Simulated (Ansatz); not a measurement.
Si: geometry relaxation (part 3 of 3)

Si (slab, 26 atoms in the cell); DFT r2SCAN, scalar-relativistic, plane waves, PAW, no spin polarisation (Ansatz 0.2.0); cutoff 500 eV, 7×7×1 k-mesh, Gaussian smearing of 0.1 eV. The structure derives from an entry of the Crystallography Open Database. It belongs to a series of runs on one base structure; here: (1 1 0) slab, atoms relaxed.

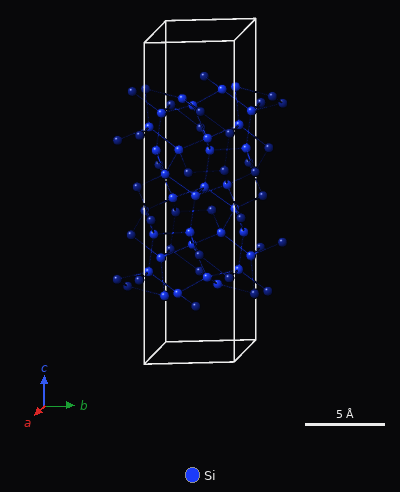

The geometry at step 6 of the log (ball-and-stick view of the cell of the calculation, with the vacuum cut short, seen slightly off an axis; neighbours outside the cell are drawn fainter).

Trajectory as extended XYZ, continued
```
26
Lattice="5.7567 0.0000 0.0000 -1.9189 5.4274 0.0000 0.0000 0.0000 29.1009" Properties=species:S:1:pos:R:3:forces:R:3 step=2 energy=-16604.36000
Si   -0.2637    5.3132    7.5234    0.5451   0.6547   0.0564
Si    0.2818    3.0048    7.5949   -0.4797  -0.0951   0.4445
Si    4.1624    1.8995    8.4631   -0.0973  -0.1122  -0.0934
Si    2.2707    3.2444    8.8912   -0.0140  -0.0891  -0.1095
Si    1.2056   -0.0289    9.8604    0.0950  -0.2335  -0.0931
Si    4.6204   -0.0166    9.7988   -0.0009  -0.0221  -0.2644
Si    1.5255    2.1464   10.7985   -0.0224   0.0036   0.1073
Si   -0.3863    3.4967   11.2497   -0.0709  -0.0238  -0.0078
Si    3.4497    2.4466   12.1947   -0.0047   0.0419  -0.0037
Si    4.2301    0.2561   12.1793   -0.0116  -0.0236   0.0458
Si    0.3906    4.6133   13.1400    0.0086  -0.0133   0.0405
Si    0.3903    0.5472   13.6000    0.0351   0.0010  -0.0193
Si    3.0797    2.7114   14.5501   -0.0064  -0.0418   0.0013
Si    0.7581    2.7160   14.5508    0.0064   0.0418  -0.0013
Si    3.4475    4.8802   15.5009   -0.0351  -0.0010   0.0193
Si    3.4472    0.8141   15.9609   -0.0086   0.0134  -0.0405
Si   -0.3923    5.1713   16.9216    0.0116   0.0236  -0.0458
Si    0.3881    2.9808   16.9062    0.0047  -0.0419   0.0037
Si    4.2241    1.9307   17.8512    0.0709   0.0238   0.0078
Si    2.3123    3.2810   18.3024    0.0224  -0.0036  -0.1073
Si    1.1362    0.0166   19.3021    0.0009   0.0221   0.2644
Si    4.5511    0.0289   19.2405   -0.0950   0.2335   0.0931
Si    1.5671    2.1831   20.2097    0.0140   0.0891   0.1095
Si   -0.3246    3.5279   20.6378    0.0973   0.1122   0.0934
Si    3.5560    2.4227   21.5060    0.4797   0.0951  -0.4445
Si    4.1015    0.1143   21.5775   -0.5451  -0.6547  -0.0564
26
Lattice="5.7567 0.0000 0.0000 -1.9189 5.4274 0.0000 0.0000 0.0000 29.1009" Properties=species:S:1:pos:R:3:forces:R:3 step=3 energy=-16604.80853
Si   -0.1168    5.4407    7.5348    0.4054   0.2700   0.0639
Si    0.1999    3.0370    7.6819   -0.0211   0.3275   0.1935
Si    4.1109    1.8550    8.4355   -0.3149  -0.3502  -0.1673
Si    2.2560    3.2188    8.8849   -0.1824  -0.0185   0.0077
Si    1.2154   -0.0461    9.8474   -0.0718  -0.0714  -0.0891
Si    4.6173   -0.0372    9.7730    0.1488  -0.0209   0.0238
Si    1.5144    2.1340   10.8081    0.0246   0.0036   0.0854
Si   -0.3923    3.4942   11.2501    0.0047   0.0115   0.0929
Si    3.4467    2.4474   12.1924   -0.0417  -0.0243   0.0195
Si    4.2298    0.2535   12.1741    0.0212  -0.0074  -0.0552
Si    0.3917    4.6114   13.1433   -0.0132  -0.0166  -0.0276
Si    0.3924    0.5477   13.5983   -0.0046  -0.0286  -0.0100
Si    3.0795    2.7100   14.5491   -0.0167  -0.0183  -0.0227
Si    0.7583    2.7174   14.5518    0.0167   0.0183   0.0227
Si    3.4454    4.8797   15.5026    0.0046   0.0286   0.0100
Si    3.4461    0.8161   15.9576    0.0132   0.0166   0.0276
Si   -0.3920    5.1740   16.9268   -0.0212   0.0074   0.0552
Si    0.3911    2.9800   16.9085    0.0417   0.0243  -0.0195
Si    4.2301    1.9332   17.8508   -0.0047  -0.0115  -0.0929
Si    2.3234    3.2935   18.2928   -0.0246  -0.0036  -0.0854
Si    1.1394    0.0372   19.3279   -0.1488   0.0209  -0.0238
Si    4.5413    0.0461   19.2535    0.0718   0.0714   0.0891
Si    1.5818    2.2087   20.2160    0.1824   0.0185  -0.0077
Si   -0.2731    3.5725   20.6654    0.3149   0.3502   0.1673
Si    3.6379    2.3905   21.4190    0.0211  -0.3275  -0.1935
Si    3.9545   -0.0132   21.5661   -0.4054  -0.2700  -0.0639
26
Lattice="5.7567 0.0000 0.0000 -1.9189 5.4274 0.0000 0.0000 0.0000 29.1009" Properties=species:S:1:pos:R:3:forces:R:3 step=4 energy=-16605.12969
Si    0.0317    5.5644    7.5619   -0.0203  -0.0278  -0.0257
Si    0.1160    3.1033    7.7737    0.2939   0.4263   0.0560
Si    4.0209    1.7769    8.3485   -0.2659  -0.3479  -0.1240
Si    2.2242    3.2000    8.8986   -0.1952  -0.0218   0.0841
Si    1.2253   -0.0550    9.8434   -0.0863   0.0372  -0.0996
Si    4.6312   -0.0460    9.7560    0.1571   0.0235   0.1497
Si    1.5050    2.1226   10.8374    0.0313   0.0254   0.0319
Si   -0.3945    3.4974   11.2679    0.0275   0.0183   0.1059
Si    3.4466    2.4398   12.2000   -0.0212  -0.0279   0.0206
Si    4.2374    0.2474   12.1609    0.0274   0.0199  -0.0480
Si    0.3999    4.6171   13.1495    0.0036  -0.0308  -0.0284
Si    0.3932    0.5445   13.5956   -0.0222   0.0011  -0.0060
Si    3.0785    2.7099   14.5521   -0.0136  -0.0218  -0.0263
Si    0.7593    2.7175   14.5488    0.0136   0.0218   0.0263
Si    3.4446    4.8830   15.5053    0.0222  -0.0011   0.0060
Si    3.4379    0.8103   15.9514   -0.0036   0.0308   0.0284
Si   -0.3996    5.1800   16.9400   -0.0274  -0.0199   0.0480
Si    0.3912    2.9876   16.9009    0.0212   0.0279  -0.0206
Si    4.2323    1.9300   17.8330   -0.0275  -0.0183  -0.1059
Si    2.3327    3.3049   18.2635   -0.0313  -0.0254  -0.0319
Si    1.1255    0.0460   19.3449   -0.1571  -0.0235  -0.1497
Si    4.5314    0.0550   19.2575    0.0863  -0.0372   0.0996
Si    1.6136    2.2275   20.2023    0.1952   0.0218  -0.0841
Si   -0.1831    3.6505   20.7524    0.2659   0.3479   0.1240
Si    3.7218    2.3241   21.3272   -0.2939  -0.4263  -0.0560
Si    3.8061   -0.1370   21.5390    0.0203   0.0278   0.0257
26
Lattice="5.7567 0.0000 0.0000 -1.9189 5.4274 0.0000 0.0000 0.0000 29.1009" Properties=species:S:1:pos:R:3:forces:R:3 step=6 energy=-16605.34602
Si   -0.1469    5.7767    7.4787   -0.0534  -0.2991  -0.0580
Si   -0.0397    3.3801    7.9883    0.0401   0.1758  -0.1008
Si    3.8677    1.7450    8.2689    0.0858   0.1223   0.0057
Si    2.1359    3.2334    8.9863    0.0044   0.0344   0.0221
Si    1.1791   -0.0389    9.8068   -0.0454   0.0189  -0.0211
Si    4.6016    0.0082    9.7701   -0.0810  -0.0339   0.0958
Si    1.4735    2.1091   10.9009    0.0504   0.0565   0.0197
Si   -0.4217    3.5169   11.2811   -0.0318  -0.0849   0.0223
Si    3.4340    2.4371   12.2225    0.0002  -0.0019   0.0142
Si    4.2362    0.2580   12.1561    0.0196   0.0270   0.0151
Si    0.3996    4.6269   13.1476    0.0153   0.0242  -0.0140
Si    0.3850    0.5491   13.5913    0.0116  -0.0227  -0.0064
Si    3.0767    2.7062   14.5622   -0.0154  -0.0072  -0.0025
Si    0.7610    2.7212   14.5387    0.0154   0.0072   0.0025
Si    3.4528    4.8784   15.5096   -0.0116   0.0227   0.0064
Si    3.4381    0.8005   15.9533   -0.0153  -0.0242   0.0140
Si   -0.3984    5.1694   16.9448   -0.0196  -0.0270  -0.0151
Si    0.4038    2.9904   16.8784   -0.0002   0.0019  -0.0142
Si    4.2594    1.9106   17.8198    0.0318   0.0849  -0.0223
Si    2.3643    3.3184   18.2000   -0.0504  -0.0565  -0.0197
Si    1.1550   -0.0082   19.3308    0.0810   0.0339  -0.0958
Si    4.5776    0.0389   19.2941    0.0454  -0.0189   0.0211
Si    1.7018    2.1940   20.1146   -0.0044  -0.0344  -0.0221
Si   -0.0300    3.6824   20.8320   -0.0858  -0.1223  -0.0057
Si    3.8775    2.0473   21.1126   -0.0401  -0.1758   0.1008
Si    3.9847   -0.3493   21.6222    0.0534   0.2991   0.0580
26
Lattice="5.7567 0.0000 0.0000 -1.9189 5.4274 0.0000 0.0000 0.0000 29.1009" Properties=species:S:1:pos:R:3:forces:R:3 step=7 energy=-16605.37342
Si   -0.1482    5.7688    7.4475   -0.0526   0.0135  -0.0079
Si   -0.0303    3.4336    7.9731    0.0188  -0.0491   0.0264
Si    3.8775    1.8071    8.2847    0.0296  -0.0057  -0.0530
Si    2.1293    3.2746    8.9977    0.0114   0.0143  -0.0083
Si    1.1598   -0.0294    9.7870   -0.0352   0.0144   0.0398
Si    4.5764    0.0455    9.7883    0.0396  -0.0053   0.0006
Si    1.4782    2.1212   10.8970    0.0049  -0.0186  -0.0342
Si   -0.4330    3.5121   11.2668    0.0010   0.0240   0.0067
Si    3.4281    2.4488   12.2318    0.0151  -0.0002   0.0073
Si    4.2423    0.2774   12.1714   -0.0049  -0.0103  -0.0193
Si    0.4039    4.6259   13.1289   -0.0149  -0.0100   0.0020
Si    0.3965    0.5470   13.5943   -0.0300  -0.0087   0.0115
Si    3.0752    2.7025   14.5713    0.0044   0.0271   0.0043
Si    0.7626    2.7249   14.5296   -0.0044  -0.0271  -0.0043
Si    3.4413    4.8805   15.5066    0.0300   0.0087  -0.0115
Si    3.4339    0.8015   15.9720    0.0149   0.0100  -0.0020
Si   -0.4045    5.1500   16.9295    0.0049   0.0103   0.0193
Si    0.4096    2.9786   16.8691   -0.0151   0.0002  -0.0073
Si    4.2708    1.9153   17.8341   -0.0010  -0.0240  -0.0067
Si    2.3596    3.3063   18.2039   -0.0049   0.0186   0.0342
Si    1.1803   -0.0455   19.3126   -0.0396   0.0053  -0.0006
Si    4.5969    0.0294   19.3139    0.0352  -0.0144  -0.0398
Si    1.7084    2.1529   20.1032   -0.0114  -0.0143   0.0083
Si   -0.0397    3.6204   20.8162   -0.0296   0.0057   0.0530
Si    3.8681    1.9938   21.1278   -0.0188   0.0491  -0.0264
Si    3.9860   -0.3414   21.6534    0.0526  -0.0135   0.0079
26
Lattice="5.7567 0.0000 0.0000 -1.9189 5.4274 0.0000 0.0000 0.0000 29.1009" Properties=species:S:1:pos:R:3:forces:R:3 step=8 energy=-16605.37828
Si   -0.1576    5.7511    7.4466   -0.0196  -0.0255   0.0003
Si   -0.0194    3.4137    7.9721   -0.0084   0.0084  -0.0005
Si    3.8892    1.7903    8.2560    0.0059  -0.0061   0.0160
Si    2.1476    3.2644    8.9810   -0.0021  -0.0056   0.0089
Si    1.1600   -0.0364    9.7899    0.0185   0.0098   0.0214
Si    4.5802    0.0365    9.7778    0.0066   0.0111  -0.0112
Si    1.4884    2.1188   10.8837   -0.0063   0.0020  -0.0168
Si   -0.4272    3.5055   11.2656    0.0074   0.0137  -0.0026
Si    3.4328    2.4444   12.2308    0.0010  -0.0068  -0.0119
Si    4.2385    0.2688   12.1625   -0.0078   0.0003   0.0133
Si    0.4005    4.6202   13.1299   -0.0013   0.0051  -0.0030
Si    0.3901    0.5416   13.5904    0.0113  -0.0039   0.0110
Si    3.0760    2.7097   14.5709   -0.0059  -0.0129   0.0079
Si    0.7618    2.7177   14.5300    0.0059   0.0129  -0.0079
Si    3.4477    4.8859   15.5105   -0.0113   0.0039  -0.0110
Si    3.4372    0.8073   15.9710    0.0013  -0.0051   0.0030
Si   -0.4007    5.1586   16.9384    0.0078  -0.0003  -0.0133
Si    0.4050    2.9831   16.8701   -0.0010   0.0068   0.0119
Si    4.2650    1.9220   17.8353   -0.0074  -0.0137   0.0026
Si    2.3494    3.3087   18.2173    0.0063  -0.0020   0.0168
Si    1.1764   -0.0365   19.3231   -0.0066  -0.0111   0.0112
Si    4.5967    0.0364   19.3110   -0.0185  -0.0098  -0.0214
Si    1.6901    2.1631   20.1199    0.0021   0.0056  -0.0089
Si   -0.0514    3.6371   20.8449   -0.0059   0.0061  -0.0160
Si    3.8572    2.0138   21.1288    0.0084  -0.0084   0.0005
Si    3.9954   -0.3237   21.6543    0.0196   0.0255  -0.0003
26
Lattice="5.7567 0.0000 0.0000 -1.9189 5.4274 0.0000 0.0000 0.0000 29.1009" Properties=species:S:1:pos:R:3:forces:R:3 step=9 energy=-16605.37906
Si   -0.1676    5.7419    7.4530    0.0038  -0.0154   0.0089
Si   -0.0231    3.4065    7.9792   -0.0031   0.0159  -0.0071
Si    3.8882    1.7865    8.2615    0.0013  -0.0006  -0.0022
Si    2.1483    3.2647    8.9817    0.0082   0.0001  -0.0047
Si    1.1647   -0.0336    9.7997    0.0010   0.0034  -0.0155
Si    4.5852    0.0358    9.7804   -0.0146  -0.0031   0.0029
Si    1.4890    2.1221   10.8839    0.0058   0.0051   0.0108
Si   -0.4243    3.5089   11.2696   -0.0061  -0.0075   0.0011
Si    3.4349    2.4445   12.2298   -0.0031  -0.0005   0.0014
Si    4.2396    0.2688   12.1657    0.0017   0.0030  -0.0059
Si    0.4016    4.6236   13.1333    0.0049  -0.0015   0.0043
Si    0.3916    0.5430   13.5930   -0.0032   0.0055  -0.0039
Si    3.0756    2.7074   14.5705    0.0014  -0.0003  -0.0068
Si    0.7621    2.7201   14.5304   -0.0014   0.0003   0.0068
Si    3.4462    4.8844   15.5079    0.0032  -0.0055   0.0039
Si    3.4362    0.8039   15.9677   -0.0049   0.0015  -0.0043
Si   -0.4018    5.1586   16.9352   -0.0017  -0.0030   0.0059
Si    0.4029    2.9830   16.8711    0.0031   0.0005  -0.0014
Si    4.2621    1.9186   17.8313    0.0061   0.0075  -0.0011
Si    2.3488    3.3053   18.2170   -0.0058  -0.0051  -0.0108
Si    1.1715   -0.0358   19.3205    0.0146   0.0031  -0.0029
Si    4.5920    0.0336   19.3012   -0.0010  -0.0034   0.0155
Si    1.6895    2.1628   20.1192   -0.0082  -0.0001   0.0047
Si   -0.0504    3.6410   20.8394   -0.0013   0.0006   0.0022
Si    3.8609    2.0210   21.1217    0.0031  -0.0159   0.0071
Si    4.0054   -0.3144   21.6479   -0.0038   0.0154  -0.0089
```

Key numbers

| quantity | value |
| --- | --- |
| outcome | converged |
| electrons treated | 104 |
| free energy | −16605.3791 eV |
| work function, top face | 4.69 eV |
| work function, bottom face | 4.69 eV |
| Fermi energy | 1.618 eV |
| gap on the k-point mesh | none (metallic) |
| final volume | 909.23 Å³ |
| work function (upper face) | 4.69 eV |
| largest force (length of the vector) at the end | 0.018 eV/Å |
| hardware | 4 threads of Intel Xeon (Granite Rapids), 32 GiB of memory available, shared host |
| wall time | 7.8 min (CPU time 31 min) |
| peak memory | 4.4 GiB |
